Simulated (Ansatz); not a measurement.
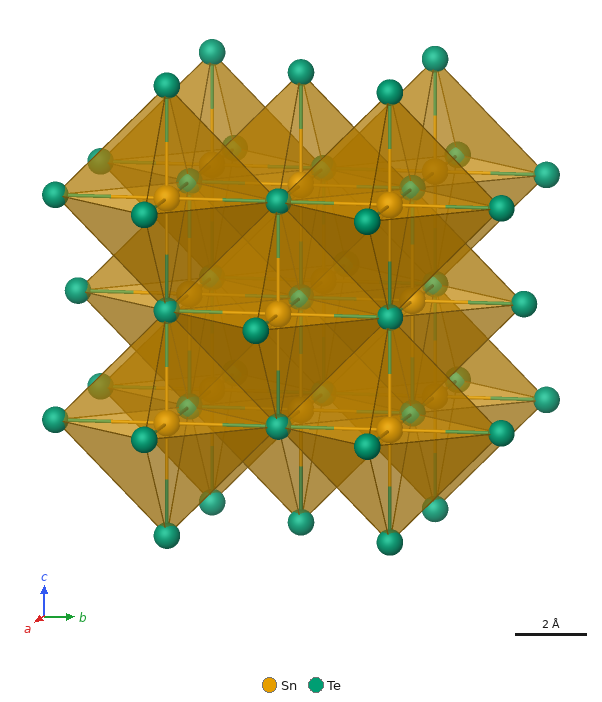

Fig. 1: The structure as given in the input (polyhedral view of the cell 4 times as large as that of the calculation, set on its symmetry axes, seen slightly off an axis; polyhedra are completed across the faces of the cell).

## Geometry relaxation of SnTe

- system: SnTe (2 atoms in the cell)
- method: DFT, r2SCAN, plane waves, PAW, no spin polarisation (Ansatz 0.2.0)

The structure derives from an entry of the Crystallography Open Database. The geometry comes from this level: PBE.

Input:
```yaml
crystal:
  lattice:
    - [0.0, 3.2071857299, 3.2071857299]
    - [3.2071857299, 0.0, 3.2071857299]
    - [3.2071857299, 3.2071857299, 0.0]
  atoms:
    - { symbol: Sn, position: [0.0, 0.0, 0.0] }
    - { symbol: Te, position: [0.5, 0.5, 0.5] }
kpoints:
  mp_grid: { grid: [6, 6, 6] }
hamiltonian:
  xc: r2scan
scf:
  occupations: { method: fermi_dirac, width: 0.02 }
relax:
  f_tol: 0.005
  cell: {}
```

Machine: 2 threads of Arm Neoverse V2, 24 GiB of memory available, shared host.

Run as:
```bash
ansatz run input.yaml --threads 2 --pin off --max-ram 4608MiB --backend cpu --events-out ev --progress --plain --runs-dir out
```

The program's output:
```
Engine: ansatz 0.2.0, aarch64-unknown-linux-gnu
Pseudopotentials: kind: paw
Pseudopotential: Sn, paw, valence charge 14, recommended cutoff 500 eV (meta_gga), Sn.paw.azcp
Pseudopotential: Te, paw, valence charge 16, recommended cutoff 500 eV (meta_gga), Te.paw.azcp
Functional definition: r2SCAN
  parameter k0 = 0.174
  parameter k1 = 0.065
  parameter a1 = 4.9479
  exchange = r2scan_x(k0 = k0, k1 = k1, a1 = a1)
  correlation = r2scan_c
Crystal: 2 atoms, lattice volume = 65.978 Å³
Basis set: ecut = 500 eV, 1687 PW (Γ), exchange–correlation on 144×144×144 points (64 copies of the dense FFT grid, shifted against one another)
Bands: 19, of which v1, the nominal top of the filled ones, is band 15 counted from 1 (14 counted from 0)
Symmetry: 48 space group operations
Space group: Fm-3m (ITA 225), of the structure as read, at distance tolerance 4.0e-5 Å
k-points: 16 of 216
Non-local potential: Sn, projectors of the file, l = 0: 2, l = 1: 2, l = 2: 2, l = 3: 2
Non-local potential: Te, projectors of the file, l = 0: 2, l = 1: 2, l = 2: 2, l = 3: 2
PAW form: soft (Blöchl's): semilocal exchange-correlation on the pseudo side does not see the compensation charge
PAW frozen core: Sn, regenerated for the run's functional (the file was generated under x = pbe(κ = 0.804, μ = 0.2195149727645171), c = pbe(β = 0.06672455060314922))
PAW frozen core: Te, regenerated for the run's functional (the file was generated under x = pbe(κ = 0.804, μ = 0.2195149727645171), c = pbe(β = 0.06672455060314922))
PAW one-centre angular grid: Sn, 590 points (default); XC on 249 of its mesh's 2787 points in the sphere
PAW one-centre angular grid: Te, 590 points (default); XC on 160 Gauss nodes
Initial density: superposition of atomic densities (neutral atoms: chi_scale 0, normalization atom), corrected by the library's trained network
Initial wavefunctions: pseudopotential atomic-orbital guess
Functional: x = r2scan, c = r2scan; τ floored in thin density (d = 2e-4 eV/Å³)
SCF iter   1: F=—  HF=-13033.972742 eV  |F-HF|=—  |Δ(HF+E_count)|=         —  Δρ=3.43e-3  dr2=5.73e-3  dr2_τ=5.64e-4  ethr=1.77e-3  ⟨swp⟩=6.8  Hψ=1643  notcnv=0
preconditioner: auto → none  [insulator: Δε(μ)=0.172 eV  Ē_g=8.917 eV  σ=0.020 eV  W_gap=0.97  n_scr=14 (ndim 8)  ℏωp=14.5 eV  f_vac=0.014  D(μ)=0.05/eV (n_scr^D=0)  ε∞_Penn≈3.6]
SCF iter   2: F=—  HF=-13033.979270 eV  |F-HF|=—  |Δ(HF+E_count)|=   6.53e-3  Δρ=1.25e-3  dr2=7.33e-4  dr2_τ=3.25e-5  ethr=1.91e-5  ⟨swp⟩=2.3  Hψ=667  notcnv=0
SCF iter   3: F=—  HF=-13033.979535 eV  |F-HF|=—  |Δ(HF+E_count)|=   2.65e-4  Δρ=4.18e-4  dr2=5.81e-5  dr2_τ=3.42e-6  ethr=2.44e-6  ⟨swp⟩=2.0  Hψ=590  notcnv=0
SCF iter   4: F=—  HF=-13033.979557 eV  |F-HF|=—  |Δ(HF+E_count)|=   2.23e-5  Δρ=1.02e-4  dr2=2.81e-6  dr2_τ=9.21e-8  ethr=1.94e-7  ⟨swp⟩=2.0  Hψ=461  notcnv=0
SCF iter   5: F=—  HF=-13033.979559 eV  |F-HF|=—  |Δ(HF+E_count)|=   2.37e-6  Δρ=2.57e-5  dr2=8.00e-7  dr2_τ=5.45e-9  ethr=9.36e-9  ⟨swp⟩=2.0  Hψ=464  notcnv=0
SCF iter   6: F=-13033.979559 eV  HF=-13033.979559 eV  |F-HF|=1.43e-8  |Δ(HF+E_count)|=   2.38e-7  Δρ=8.41e-6  dr2=3.70e-8  dr2_τ=4.29e-10  ethr=3.33e-10  ⟨swp⟩=3.5  Hψ=1237  notcnv=0
SCF 1 converged in 6 iterations: F = -13033.979559 eV  dr2 = 3.70e-8
  greatest PAW one-centre occupation: 0.997 electrons in one spin orbital (limit 2), on the Te atom at site 1 (counted from 0), in its partial waves of l = 2
relax step   1: F+E_penalty+E_count = -13033.97955920 eV  Δ(F+E_penalty+E_count) = +0.000e0 eV  max|allowed force component| = 1.663e-29 eV/Å  Δτ_max = 0.0000 Å  P = -0.726 GPa  Ω = 65.978 Å³  (6 SCF iters, dr2 threshold 1.00e-7 eV, accepted)
Crystal: 2 atoms, lattice volume = 64.568 Å³
Basis set: ecut = 500 eV, 1639 PW (Γ), exchange–correlation on 144×144×144 points (64 copies of the dense FFT grid, shifted against one another)
Initial density: handed on by an earlier stage of this run
Initial wavefunctions: those handed on with the density
iter 1 solved again at ethr=3.40e-6 eV; its pass at ethr=3.10e-3 eV (dr2=1.02e-3 eV) is discarded
SCF iter   1: F=—  HF=-13033.975845 eV  |F-HF|=—  |Δ(HF+E_count)|=         —  Δρ=7.84e-4  dr2=1.01e-3  dr2_τ=1.86e-3  ethr=3.40e-6  ⟨swp⟩=2.0  Hψ=2021  notcnv=0
preconditioner: auto → none  [insulator: Δε(μ)=0.112 eV  Ē_g=9.010 eV  σ=0.020 eV  W_gap=0.89  n_scr=14 (ndim 8)  ℏωp=14.6 eV  f_vac=0.012  D(μ)=0.20/eV (n_scr^D=0)  ε∞_Penn≈3.6]
SCF iter   2: F=—  HF=-13033.982056 eV  |F-HF|=—  |Δ(HF+E_count)|=   6.21e-3  Δρ=4.22e-4  dr2=3.07e-4  dr2_τ=5.77e-6  ethr=3.36e-6  ⟨swp⟩=3.2  Hψ=566  notcnv=0
SCF iter   3: F=—  HF=-13033.981973 eV  |F-HF|=—  |Δ(HF+E_count)|=   8.24e-5  Δρ=1.69e-4  dr2=3.19e-5  dr2_τ=2.77e-7  ethr=1.02e-6  ⟨swp⟩=2.0  Hψ=360  notcnv=0
SCF iter   4: F=—  HF=-13033.981979 eV  |F-HF|=—  |Δ(HF+E_count)|=   6.00e-6  Δρ=5.17e-5  dr2=4.31e-6  dr2_τ=1.09e-7  ethr=1.06e-7  ⟨swp⟩=2.0  Hψ=386  notcnv=0
SCF iter   5: F=—  HF=-13033.981978 eV  |F-HF|=—  |Δ(HF+E_count)|=   7.70e-7  Δρ=2.59e-5  dr2=1.12e-6  dr2_τ=5.68e-9  ethr=1.44e-8  ⟨swp⟩=1.6  Hψ=317  notcnv=0
SCF iter   6: F=-13033.981978 eV  HF=-13033.981978 eV  |F-HF|=9.48e-8  |Δ(HF+E_count)|=   2.02e-7  Δρ=1.11e-5  dr2=1.86e-7  dr2_τ=9.14e-10  ethr=6.67e-10  ⟨swp⟩=3.6  Hψ=1151  notcnv=0
SCF 2 converged in 6 iterations: F = -13033.981978 eV  dr2 = 1.86e-7
relax step   2: F+E_penalty+E_count = -13033.98197807 eV  Δ(F+E_penalty+E_count) = -2.419e-3 eV  max|allowed force component| = 1.065e-29 eV/Å  Δτ_max = 0.0000 Å  P = +0.214 GPa  Ω = 64.568 Å³  energy of the carried Pulay correction = +9.653e-5 eV  (6 SCF iters, dr2 threshold 2.00e-7 eV, accepted)
Crystal: 2 atoms, lattice volume = 64.884 Å³
iter 1 solved again at ethr=2.09e-7 eV; its pass at ethr=3.10e-3 eV (dr2=6.27e-5 eV) is discarded
SCF iter   1: F=—  HF=-13033.981827 eV  |F-HF|=—  |Δ(HF+E_count)|=         —  Δρ=1.75e-4  dr2=4.95e-5  dr2_τ=9.67e-5  ethr=2.09e-7  ⟨swp⟩=2.8  Hψ=1862  notcnv=0
preconditioner: auto → none  [insulator: Δε(μ)=0.149 eV  Ē_g=8.979 eV  σ=0.020 eV  W_gap=0.95  n_scr=14 (ndim 8)  ℏωp=14.6 eV  f_vac=0.015  D(μ)=0.09/eV (n_scr^D=0)  ε∞_Penn≈3.6]
SCF iter   2: F=—  HF=-13033.982168 eV  |F-HF|=—  |Δ(HF+E_count)|=   3.41e-4  Δρ=9.80e-5  dr2=1.69e-5  dr2_τ=2.91e-7  ethr=1.65e-7  ⟨swp⟩=2.1  Hψ=461  notcnv=0
SCF iter   3: F=—  HF=-13033.982164 eV  |F-HF|=—  |Δ(HF+E_count)|=   4.54e-6  Δρ=3.98e-5  dr2=1.82e-6  dr2_τ=1.46e-8  ethr=5.62e-8  ⟨swp⟩=2.0  Hψ=362  notcnv=0
SCF iter   4: F=—  HF=-13033.982164 eV  |F-HF|=—  |Δ(HF+E_count)|=   3.35e-7  Δρ=1.29e-5  dr2=2.68e-7  dr2_τ=6.50e-9  ethr=6.06e-9  ⟨swp⟩=2.0  Hψ=384  notcnv=0
SCF iter   5: F=-13033.982164 eV  HF=-13033.982164 eV  |F-HF|=4.37e-8  |Δ(HF+E_count)|=   4.91e-8  Δρ=6.53e-6  dr2=7.20e-8  dr2_τ=3.07e-10  ethr=3.83e-10  ⟨swp⟩=4.6  Hψ=939  notcnv=0
SCF 3 converged in 5 iterations: F = -13033.982164 eV  dr2 = 7.20e-8
relax step   3: F+E_penalty+E_count = -13033.98216380 eV  Δ(F+E_penalty+E_count) = -1.857e-4 eV  max|allowed force component| = 1.157e-29 eV/Å  Δτ_max = 0.0000 Å  P = -0.004 GPa  Ω = 64.884 Å³  energy of the carried Pulay correction = +7.470e-5 eV  (5 SCF iters, dr2 threshold 1.15e-7 eV, accepted)
Initial wavefunctions: pseudopotential atomic-orbital guess (no wavefunctions were taken with the density)
iter 1 solved again at ethr=1.71e-7 eV; its pass at ethr=3.10e-3 eV (dr2=5.14e-5 eV) is discarded
SCF iter   1: F=—  HF=-13033.982096 eV  |F-HF|=—  |Δ(HF+E_count)|=         —  Δρ=9.56e-6  dr2=7.02e-8  dr2_τ=3.37e-8  ethr=1.71e-7  ⟨swp⟩=3.0  Hψ=2484  notcnv=0
preconditioner: auto → none  [insulator: Δε(μ)=0.145 eV  Ē_g=8.981 eV  σ=0.020 eV  W_gap=0.95  n_scr=14 (ndim 8)  ℏωp=14.6 eV  f_vac=0.014  D(μ)=0.09/eV (n_scr^D=0)  ε∞_Penn≈3.6]
SCF iter   2: F=—  HF=-13033.982095 eV  |F-HF|=—  |Δ(HF+E_count)|=   6.85e-7  Δρ=4.04e-6  dr2=3.84e-9  dr2_τ=6.89e-10  ethr=2.34e-10  ⟨swp⟩=2.4  Hψ=558  notcnv=0
SCF iter   3: F=—  HF=-13033.982095 eV  |F-HF|=—  |Δ(HF+E_count)|=   3.26e-9  Δρ=2.10e-6  dr2=8.65e-10  dr2_τ=1.07e-10  ethr=1.28e-11  ⟨swp⟩=2.5  Hψ=526  notcnv=0
SCF iter   4: F=—  HF=-13033.982095 eV  |F-HF|=—  |Δ(HF+E_count)|=   1.55e-9  Δρ=7.94e-7  dr2=1.12e-10  dr2_τ=1.35e-11  ethr=2.88e-12  ⟨swp⟩=2.0  Hψ=384  notcnv=0
SCF iter   5: F=-13033.982095 eV  HF=-13033.982095 eV  |F-HF|=0.00e0  |Δ(HF+E_count)|=  2.51e-10  Δρ=1.59e-7  dr2=4.57e-12  dr2_τ=5.59e-13  ethr=1.00e-12  ⟨swp⟩=6.6  Hψ=1366  notcnv=0
SCF 4 converged in 5 iterations: F = -13033.982095 eV  dr2 = 4.57e-12
relax step   4: F+E_penalty+E_count = -13033.98209483 eV  Δ(F+E_penalty+E_count) = +6.897e-5 eV  max|allowed force component| = 8.546e-30 eV/Å  Δτ_max = 0.0000 Å  P = -0.006 GPa  Ω = 64.884 Å³  stress off target by 5.57e-3 GPa  SCF on the basis re-selected at this cell (its energy is not comparable with the rows above)  (5 SCF iters)
```

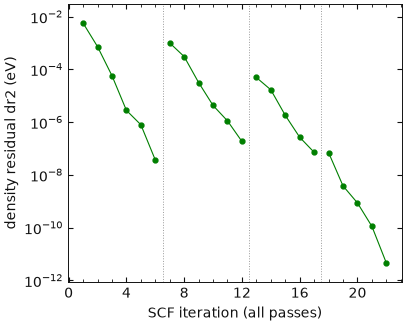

Fig. 2: Convergence of the self-consistent field: density residual dr2 against the SCF iteration. The dotted lines part the SCF passes of the relaxation: geometry steps, rejected trials and re-solves on a re-selected basis. The passes take 6, 6, 5 and 5 iterations.

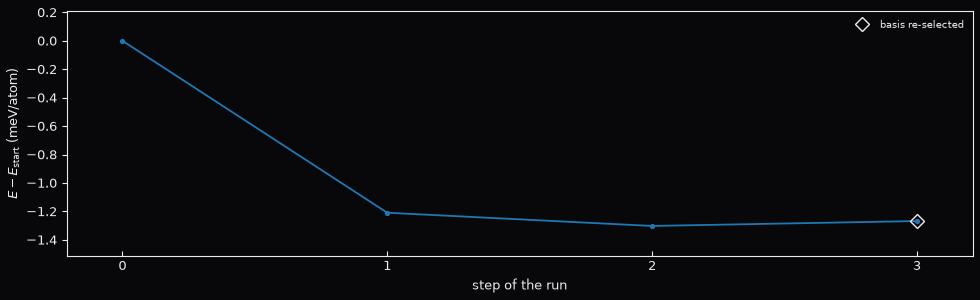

Fig. 3: Progress of the relaxation, step by step (the first geometry is step 0 here and step 1 in the log).

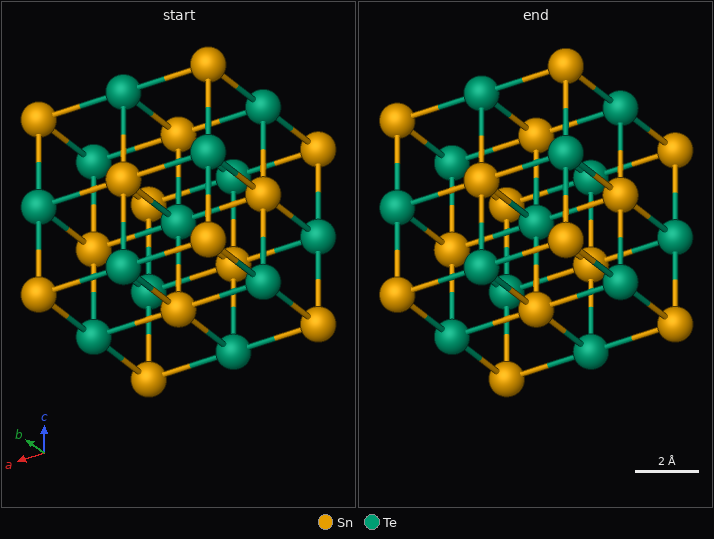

Fig. 4: Before (left) and after (right) the relaxation, at one scale (ball-and-stick view of the cell 4 times as large as that of the calculation, set on its symmetry axes, seen at an oblique angle). The atoms keep their places relative to the cell (all moves are under 0.005 Å). Cell: a = b = c 6.414 → 6.379 Å (−0.6 %). Volume −1.7 %. Distances before and after: Sn1–Te2 3.207 → 3.189 Å. The space group stays Fm-3m (No. 225). After 2 geometry steps the energy has fallen by 1.3 meV per atom. All forces vanish by symmetry, so only the cell relaxes. The pressure goes from −0.73 to −0.01 GPa. A last SCF at the same geometry on a re-selected plane-wave basis shifts the energy by +0.0 meV per atom. (Atoms are counted from 1 in the order of the input.)

```
basis re-selected at this cell: Δ(F+E_penalty+E_count) = +6.897e-5 eV, ΔP = -0.002 GPa vs the last step (what re-selecting the basis moved, of the pressure what is left beyond the Pulay correction that the steps carried, after the strain that the cell walked since its last selection, with what the two solves' SCF thresholds leave and, on support functions, any second-order correction that the steps lacked; it is no measure of the basis error at this ecutwfc). This SCF's stress stands 5.57e-3 GPa from its target on what of the cell is left free (relax.cell.stress_tol is 5.00e-2 GPa) and its largest allowed force component is 8.55e-30 eV/Å (relax.f_tol is 5.00e-3 eV/Å): within both
SCF converged after 5 iterations
Free energy (F): -13033.982095 eV
Harris-Foulkes:  -13033.982095 eV  (|F-HF|=0.00e0)
Internal energy: -13033.981916 eV  (E = F + TS)
E sigma→0 (E₀):  -13033.982006 eV
Entropy (-TS):   -0.000178 eV (-0.089 meV/atom)
Fermi energy:    9.261408 eV
--- Per-component energies (eV) ---
  E_band       = -389.009417
  E_kinetic    = 364.726372
  E_local      = -2209.061789  (includes V_loc(G=0)·N_el)
  E_nonlocal   = -343.710366
  E_hartree    = 1375.856608
  E_xc         = -490.632264
  E_vxc        = -216.671522  (∫ρ·V_xc dr)
  E_paw        = -8842.009075  (= ΣΔE_a)
  E_vpaw       = -749.388418  (= ΣTr[D̂ρ^β])
  E_aug_tail   = -0.000037  (compensation charges beyond the density's cutoff)
  E_vtau       = 13.383084  (kinetic-family band-sum trace: ∫τ·v_τ [+ j·A + Jᵃ·Aᵃ] dr)
  E_ewald      = -2890.171541
  E_core_change = 1.020175  (= ΣΔE_core)
  E_smearing   = -0.000178  (= −TS)
  E_closure    = 0.000000  (closes the sum)
  Σ components = -13033.982095   (vs F -13033.982095, Δ=0.00e0)
--- Forces (eV/Å), atoms counted from 1 ---
  atom   1  Sn    -0.00000000     0.00000000     0.00000000
  atom   2  Te     0.00000000    -0.00000000    -0.00000000
  max |Σ_I F_I| component: 1.45e-29 eV/Å
--- Stress (GPa, compression-positive) ---
       -0.005571      -0.000000      -0.000000
       -0.000000      -0.005571       0.000000
       -0.000000      -0.000000      -0.005571
  P = ⅓ Tr σ = -0.0056 GPa (-0.056 kbar)
--- Relaxed structure (3 steps of the walk, 3 accepted, 1 SCFs on fresh bases) ---
  F+E_penalty+E_count = -13033.98209483 eV   max|allowed force component| = 8.546e-30 eV/Å   (the final SCF, on the basis selected at the relaxed cell)
  cell:  # Å, volume = 64.8841 Å³
    - [4.8406034312508105e-34, 3.1893545730133837, 3.1893545730133837]
    - [3.1893545730133837, 4.585834829606032e-34, 3.1893545730133837]
    - [3.1893545730133837, 3.1893545730133837, -2.8024546180925747e-34]
  atoms:
    - { symbol: Sn, position: [-9.382885156755854e-37, 4.691442578208675e-37, 2.0329584506632895e-36] }
    - { symbol: Te, position: [0.5, 0.5, 0.5] }
```

Trajectory as extended XYZ (Å, eV, eV/Å), 4 frames, from step=1 to step=4:
```
2
Lattice="0.0000 3.2072 3.2072 3.2072 0.0000 3.2072 3.2072 3.2072 0.0000" Properties=species:S:1:pos:R:3:forces:R:3 step=1 energy=-13033.97956 pressure_GPa=-0.73
Sn    0.0000    0.0000    0.0000    0.0000   0.0000   0.0000
Te    3.2072    3.2072    3.2072    0.0000   0.0000   0.0000
2
Lattice="0.0000 3.1842 3.1842 3.1842 0.0000 3.1842 3.1842 3.1842 0.0000" Properties=species:S:1:pos:R:3:forces:R:3 step=2 energy=-13033.98198 pressure_GPa=0.21
Sn    0.0000    0.0000    0.0000    0.0000   0.0000   0.0000
Te    3.1842    3.1842    3.1842    0.0000   0.0000   0.0000
2
Lattice="0.0000 3.1894 3.1894 3.1894 0.0000 3.1894 3.1894 3.1894 0.0000" Properties=species:S:1:pos:R:3:forces:R:3 step=3 energy=-13033.98216 pressure_GPa=-0.00
Sn    0.0000    0.0000    0.0000    0.0000   0.0000   0.0000
Te    3.1894    3.1894    3.1894    0.0000   0.0000   0.0000
2
Lattice="0.0000 3.1894 3.1894 3.1894 0.0000 3.1894 3.1894 3.1894 0.0000" Properties=species:S:1:pos:R:3:forces:R:3 step=4 energy=-13033.98209 pressure_GPa=-0.01
Sn    0.0000    0.0000    0.0000    0.0000   0.0000   0.0000
Te    3.1894    3.1894    3.1894    0.0000   0.0000   0.0000
```

Key numbers:

| quantity | value |
| --- | --- |
| outcome | converged |
| space group (tolerance 0.01 Å) | Fm-3m (225) |
| electrons treated | 30 |
| free energy | −13033.9821 eV |
| Fermi energy | 9.261 eV |
| pressure | −0.01 GPa |
| final volume | 64.88 Å³ |
| largest force (length of the vector) at the end | under 0.001 eV/Å |
| final cell | a = 4.510 Å, b = 4.510 Å, c = 4.510 Å, α = 60.00°, β = 60.00°, γ = 60.00° |
| wall time | 6.9 s (CPU time 13 s) |
| peak memory | 0.54 GiB |
